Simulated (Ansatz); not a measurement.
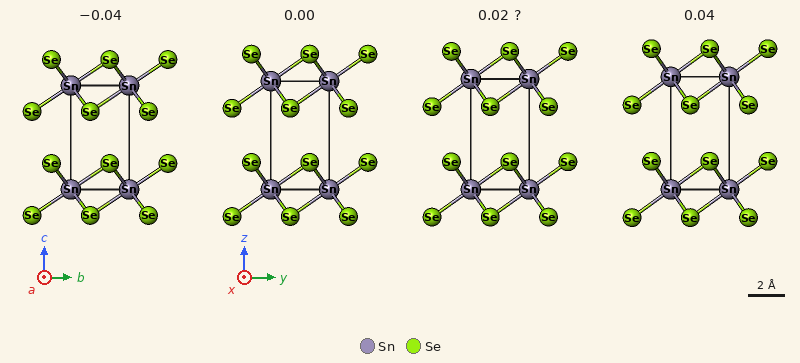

Solid SnSe2 (P-3m1): the cell is strained along z alone, with the atoms kept at their fractional coordinates. x, y and z are the Cartesian axes of the input. The picture is a ball-and-stick view of the cell of the calculation, seen along the a axis.

All numbers below come from Ansatz 0.2.0, DFT PBE, scalar-relativistic, plane waves, PAW. Set-up: plane-wave cutoff 420 eV; k-point mesh 12 × 12 × 6; occupations gaussian; smearing width 0.05 eV; no spin polarisation. Energies (free energies at the smearing named) are counted from the cell as listed in its source, which wasn't relaxed.

| strain | E − E(ref) (meV/atom) |
| --- | --- |
| −0.040 | 54.7 |
| −0.030 | 38.1 |
| −0.020 | 23.5 |
| −0.010 | 10.8 |
| 0.000 | 0.0 |
| 0.010 | −9.0 |
| 0.020 | ? |
| 0.030 | −21.7 |
| 0.035 | −23.7 |
| 0.040 | −25.4 |

> Estimate the missing energy from the other rows, and compare with the calculation.

A straight line between the two neighbours gives −15.4 meV/atom. A cubic through the four nearest rows (0.000, 0.010, 0.030, 0.035) gives, with Lagrange weights, (−0.1429)(0.0) + (0.6000)(−9.0) + (1.0000)(−21.7) + (−0.4571)(−23.7) = −16.3 meV/atom. The calculation gives −16.2 meV/atom, so the cubic is 0.1 meV/atom too low and the straight line 0.8 meV/atom too high, as the curve bends upwards here.

The whole profile:

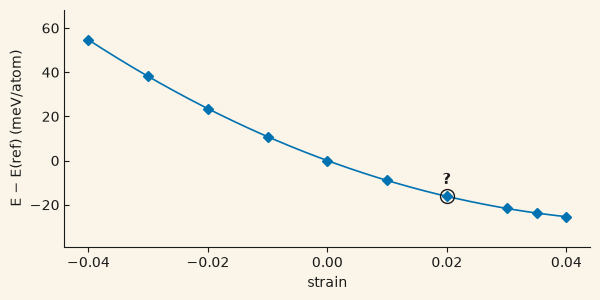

Limits of the set-up: layers or molecules are held without a dispersion correction, so their spacing is unreliable.
